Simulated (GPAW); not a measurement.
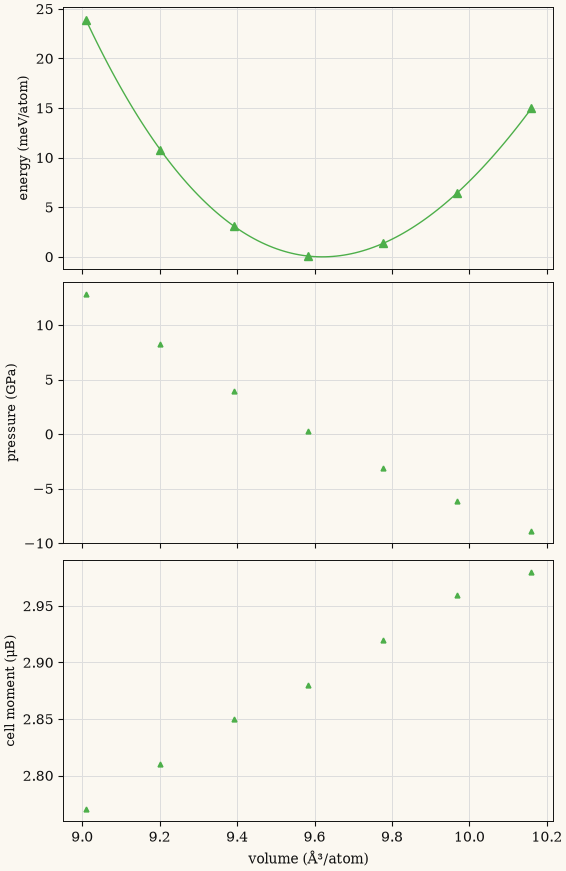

Method: PAW DFT in plane waves, on a grid or in atomic orbitals, collinear spins; energies at scaled volumes of the given cell, shape and fractions fixed, counted from the fit's minimum, third-order Birch-Murnaghan fit (GPAW 26.7.0). Level: PBE, collinear spin.

k mesh 8×8×8; occupations Fermi–Dirac; smearing width 0.05 eV; potentials GPAW PAW data sets (gpaw data 1.2.1); wave cutoff 800 eV; program settings basis pw.

The given structure:
```yaml
crystal:
  lattice:
    - [-1.50800, 1.50800, 2.10725]
    - [1.50800, -1.50800, 2.10725]
    - [1.50800, 1.50800, -2.10725]
  atoms:
    - { symbol: Co, position: [0.00000, 0.00000, 0.00000] }
    - { symbol: O, position: [0.50000, 0.50000, 0.00000] }
```

Figure. Energy, pressure and cell moment against volume for CoO, space group I4/mmm (No. 139).

A third-order Birch–Murnaghan fit gives V0 = 9.62 Å³/atom, B0 = 175 GPa and B′ = 4.6. The energy is 23.91 meV/atom at volume 9.01 Å³/atom and 14.95 meV/atom at 10.16 Å³/atom; the lowest computed point is at volume 9.58 Å³/atom (0.08 meV/atom). The pressure falls from 12.86 GPa at volume 9.01 Å³/atom to −8.92 GPa at 10.16 Å³/atom, and changes sign near 9.60 Å³/atom. The cell moment rises from 2.77 μB at volume 9.01 Å³/atom to 2.98 μB at 10.16 Å³/atom.

Limits of the calculation: shape and atomic fractions are frozen while scaling, which makes layered, chain and framework solids too stiff.

Input of the run:
```
from ase import Atoms
from ase.eos import EquationOfState
from ase.io import Trajectory
from ase.units import GPa
from gpaw import GPAW, PW

atoms = Atoms(['Co', 'O'],
              cell=[[-1.508, 1.508, 2.1072475377],
                    [1.508, -1.508, 2.1072475377],
                    [1.508, 1.508, -2.1072475377]],
              scaled_positions=[[0.0, 0.0, 0.0],
                                [0.5, 0.5, 0.0]],
              pbc=True)
atoms.set_initial_magnetic_moments([2.0, 0.0])

traj = Trajectory('eos.traj', 'w')
volumes, energies = [], []
for x in [0.94, 0.96, 0.98, 1.0, 1.02, 1.04, 1.06]:
    a = atoms.copy()
    a.set_cell(atoms.cell * x**(1 / 3), scale_atoms=True)
    calc = GPAW(mode=PW(800),
                xc='PBE',
                kpts={'size': (8, 8, 8), 'gamma': True},
                occupations={'name': 'fermi-dirac', 'width': 0.05},
                nbands=17,
                convergence={'density': 1e-05, 'energy': 1e-05},
                maxiter=150,
                txt=f'eos-{x:.2f}.txt')
    a.calc = calc
    energies.append(a.get_potential_energy(force_consistent=True))
    volumes.append(a.get_volume())
    p = -a.get_stress()[:3].mean() / GPa
    calc.write(f'eos-{x:.2f}.gpw')
    traj.write(a)
    print(f'{x:.2f} {volumes[-1]:10.4f} A^3 {energies[-1]:14.6f} eV {p:9.3f} GPa', flush=True)

v0, e0, B = EquationOfState(volumes, energies, eos='birchmurnaghan').fit()
print(f'V0 = {v0:.4f} A^3, E0 = {e0:.6f} eV, B0 = {B / GPa:.2f} GPa')
```

Run as:
```bash
OMP_NUM_THREADS=1 python run.py
```
